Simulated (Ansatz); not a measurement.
A series of calculations on Cu

### Relaxation

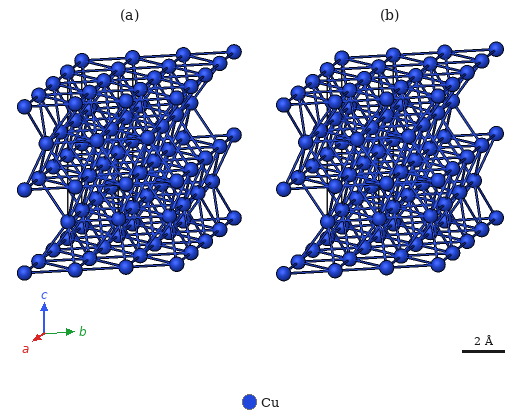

The structure of a crystal of Cu (set up in P6_3/mmc) before (left) and after (right) a relaxation, at one scale.

A ball-and-stick model of the cell of the calculation, repeated 4 × 3 × 1 with one cell outlined, seen slightly off an axis.

Level of theory: DFT PBE, scalar-relativistic, plane waves, PAW (Ansatz).

Input file:
```yaml
crystal:
  lattice:
    - [2.5307640267, 0.0, 0.0]
    - [-1.2653820134, 2.1917059381, 0.0]
    - [0.0, 0.0, 8.26181508]
  atoms:
    - { symbol: Cu, position: [0.0, 0.0, 0.0] }
    - { symbol: Cu, position: [0.33333333, 0.66666667, 0.25] }
    - { symbol: Cu, position: [0.0, 0.0, 0.5] }
    - { symbol: Cu, position: [0.66666667, 0.33333333, 0.75] }
basis:
  ecutwfc: 420
kpoints:
  mp_grid: { grid: [18, 18, 6] }
hamiltonian:
  xc: pbe
scf:
  occupations: { method: gaussian, width: 0.1 }
output:
  forces: true
  stress: true
  eigenvalues: true
  write_density: true
  write_potential: true
  elf: true
  volumetric_format: npy
relax:
  adjacent_minimum: "off"
  f_tol: 0.005
  max_steps: 80
  cell: { stress_tol: 0.05 }
```

Command:
```bash
ansatz run input.yaml --threads 1 --pin off --max-ram 2560MiB --backend cpu --events-out ev --progress --plain --runs-dir out
```

Question: Summarise the run.

Answer: No atom moves by more than 0.005 Å relative to the cell. The drawn cell changes as follows: a = b 2.531 → 2.567 Å (+1.4 %), c 8.262 → 8.387 Å (+1.5 %); the volume changes by +4.4 %. Among the contacts that change: Cu1–Cu1 2.531 → 2.567 Å. The space group stays P6_3/mmc (No. 194). The energy falls by 10.3 meV per atom in 4 accepted moves (6 points after the start). All forces vanish by symmetry, so only the cell relaxes. The pressure goes from 6.80 to 0.00 GPa. The SCF was repeated twice at an unchanged geometry on a basis and grid sized afresh for the cell, which shifted the energy by 0.3 meV per atom at most.

### A change

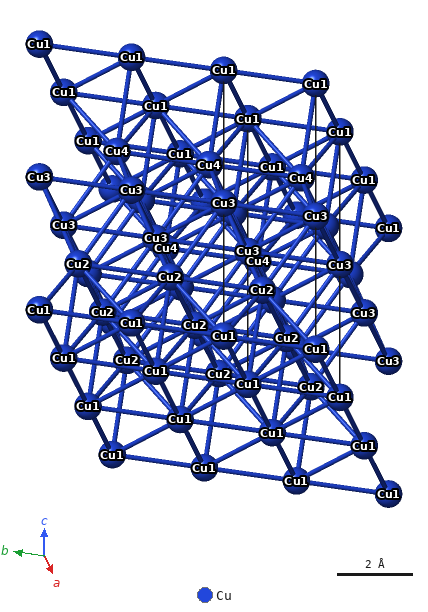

This is solid Cu (set up in P6_3/mmc). A ball-and-stick model of the cell of the calculation, repeated 3 × 3 × 1 with one cell outlined, seen from a free direction.

Theory: DFT PBE, scalar-relativistic, plane waves, PAW in Ansatz. Set-up: plane-wave cutoff 420 eV; k-point mesh 18 × 18 × 6; occupations gaussian; smearing width 0.1 eV; no spin polarisation.

Now this is done to it. The crystal is put under a hydrostatic pressure of 15 GPa. Cell and atoms are relaxed at that pressure.

The input:
```yaml
crystal:
  lattice:
    - [2.4918343975, 0.0, 0.0]
    - [-1.2459171988, 2.1579918902, 0.0]
    - [0.0, 0.0, 8.1427846235]
  atoms:
    - { symbol: Cu, position: [0.0, 0.0, 0.0] }
    - { symbol: Cu, position: [0.3333333333, 0.6666666667, 0.25] }
    - { symbol: Cu, position: [0.0, 0.0, 0.5] }
    - { symbol: Cu, position: [0.6666666667, 0.3333333333, 0.75] }
basis:
  ecutwfc: 420
kpoints:
  mp_grid: { grid: [18, 18, 6] }
hamiltonian:
  xc: pbe
scf:
  occupations: { method: gaussian, width: 0.1 }
output:
  forces: true
  stress: true
  eigenvalues: true
relax:
  adjacent_minimum: "off"
  f_tol: 0.008
  max_steps: 50
  cell: { stress_tol: 0.08, p_target: 15.0 }
```

Command:
```bash
ansatz run input.yaml --threads 1 --pin off --max-ram 2560MiB --backend cpu --events-out ev --progress --plain --runs-dir out
```

### What does the calculation give for the changed structure?

It costs 42.4 meV per atom. The pressure goes from 0.0 to 15.0 GPa. The volume changes by −8.3 %, with a = b 2.567 → 2.494 Å (−2.8 %), c 8.387 → 8.151 Å (−2.8 %). No atom moves by more than 0.005 Å relative to the cell. Near-neighbour distances before and after: Cu–Cu 2.567 → 2.494 Å. The space group stays P6_3/mmc (No. 194).

Drawn alike, the variant:

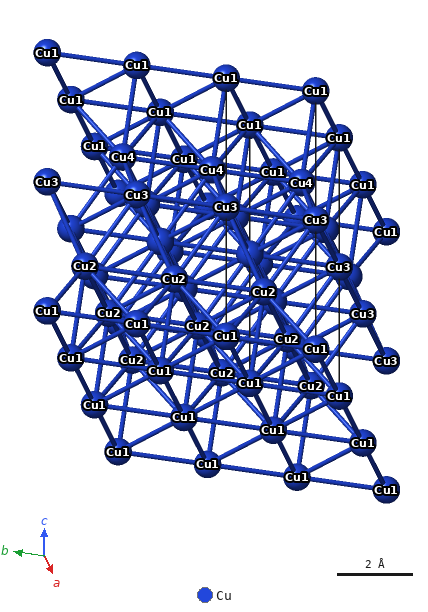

### Series

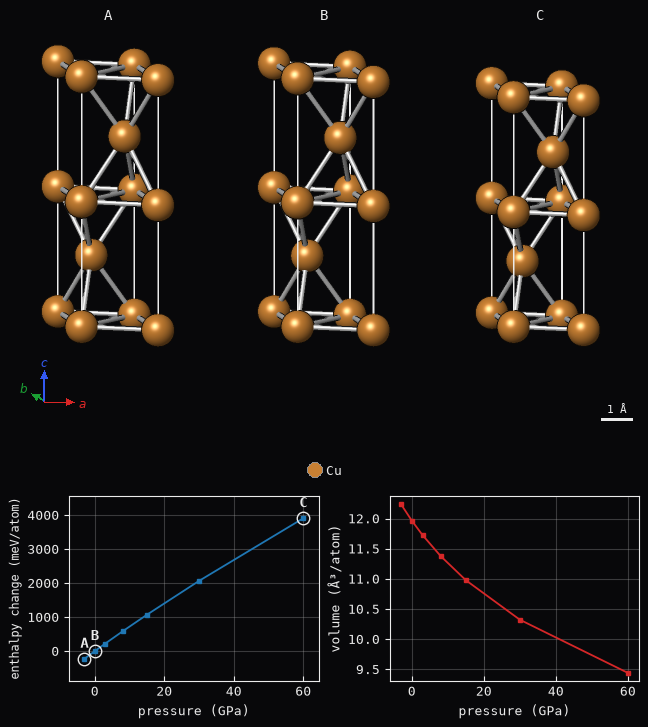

Members of a series of calculations on solid Cu (set up in P6_3/mmc), marked on the first curve. The picture is a ball-and-stick view of the cell of the calculation, seen slightly off an axis.

Method: DFT PBE, scalar-relativistic, plane waves, PAW (Ansatz). (plane-wave cutoff 420 eV; occupations gaussian; smearing width 0.1 eV; no spin polarisation) The k-mesh is chosen for each cell (18×18×6, 24×24×6).

> Describe the series.

The structure is relaxed at several pressures. A (pressure −3.0 GPa): enthalpy change −227 meV/atom, volume 12.24 Å³ per atom. B (pressure 0.0 GPa): enthalpy change 0.0 meV/atom, volume 11.97 Å³ per atom. C (pressure 60.0 GPa): enthalpy change 3908 meV/atom, volume 9.44 Å³ per atom. The rest compares A with C. Cell: a = b 2.586 → 2.371 Å (−8.3 %), c 8.449 → 7.753 Å (−8.2 %). Volume −22.9 %. Among the bonded contacts that change: Cu–Cu 2.587 → 2.371 Å.
